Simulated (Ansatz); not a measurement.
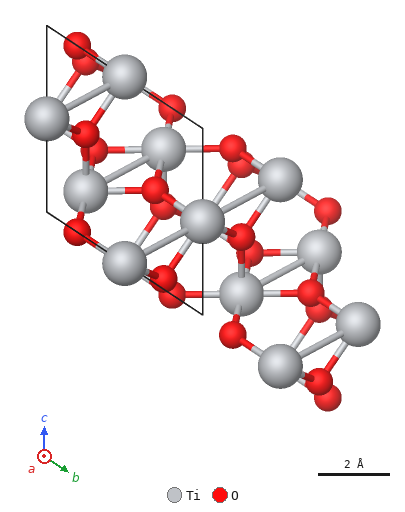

Solid TiO₂ (built on the database structure type), before the relaxation. A ball-and-stick model of the cell of the calculation, repeated 1 × 2 × 1 with one cell outlined, seen along the a axis.

Level of theory: Ansatz, DFT, PBEsol, plane waves, PAW.

Input
```yaml
crystal:
  lattice:
    - [-2.9638129815, 3.2834793297, 3.2834209888]
    - [2.9638129815, -3.2834793297, 3.2834209888]
    - [2.9638129815, 3.2834793297, -3.2834209888]
  atoms:
    - { symbol: Ti, position: [0.5000815756, 0.7500815756, 0.75] }
    - { symbol: Ti, position: [0.4999184244, 0.2499184244, 0.25] }
    - { symbol: Ti, position: [0.0, 0.0, 0.5] }
    - { symbol: Ti, position: [0.0, 0.5, 0.0] }
    - { symbol: O, position: [0.3051319519, 0.3051269919, 0.49999504] }
    - { symbol: O, position: [0.1948703496, 0.2500021255, 0.944868224] }
    - { symbol: O, position: [0.3051319519, 0.805136912, 4.96e-06] }
    - { symbol: O, position: [0.8051339015, 0.2500021255, 0.555131776] }
    - { symbol: O, position: [0.1948660985, 0.7499978745, 0.444868224] }
    - { symbol: O, position: [0.8051296504, 0.7499978745, 0.055131776] }
    - { symbol: O, position: [0.6948680481, 0.194863088, 0.99999504] }
    - { symbol: O, position: [0.6948680481, 0.6948730081, 0.50000496] }
kpoints:
  mp_grid: { grid: [6, 6, 6] }
hamiltonian:
  xc: pbesol
scf:
  occupations: { method: fermi_dirac, width: 0.02 }
relax:
  f_tol: 0.005
  cell: {}
```

Question: Where does the relaxation end?

Answer: After 5 accepted moves (7 points after the start) the energy has fallen by 6.9 meV per atom. The largest force component goes from 0.071 to 0.00058 eV/Å. Pressure: −6.80 GPa at the start and −0.01 GPa at the end. The SCF was repeated twice at an unchanged geometry on a basis and grid sized afresh for the cell, which shifted the energy by 1.3 meV per atom at most. The largest moves relative to the cell, 0.004 Å, are those of 8 atoms (O5, O6, O7, O8 and others). O7 goes along [−1 −1 0]. Ti stays in place. Cell: a = b = c 5.509 → 5.451 Å (−1.0 %), α 114.9° → 114.8°. Volume −3.1 %. Near-neighbour distances that change, for instance: Ti1–O10 2.004 → 1.977 Å, Ti1–Ti2 2.964 → 2.939 Å, Ti1–O11 1.958 → 1.942 Å. The space group stays P4_2/mnm (No. 136). The run took 11 s on 1 × NVIDIA H100 80GB HBM3 with 2 threads of AMD EPYC 7R13 Processor (Zen 3), on a shared host, peak memory 1.2 GiB.

History of the run:

```tsv
step	E − E(0), meV/atom	largest force component, eV/Å	pressure, GPa	volume, Å³/atom	note
0	0.00	0.0707	-6.80	10.651	
1	-7.34	0.0083	-1.75	10.419	
2	-8.21	0.0263	0.11	10.336	
3	-8.21	0.0253	-0.01	10.335	
4	-8.22	0.0006	0.00	10.336	
5	-6.92	0.0006	-0.23	10.336	same geometry, new basis
6	-6.98	0.0006	0.00	10.326	
7	-6.92	0.0006	-0.01	10.326	same geometry, new basis
```

After the run, drawn alike:

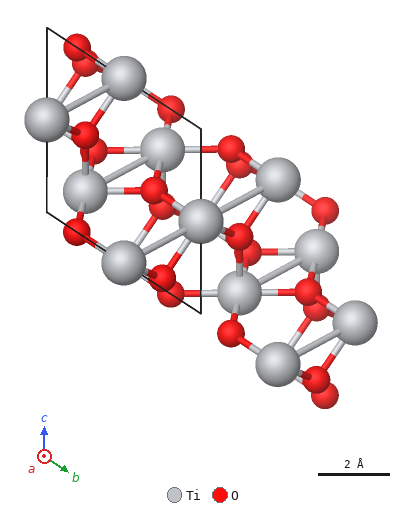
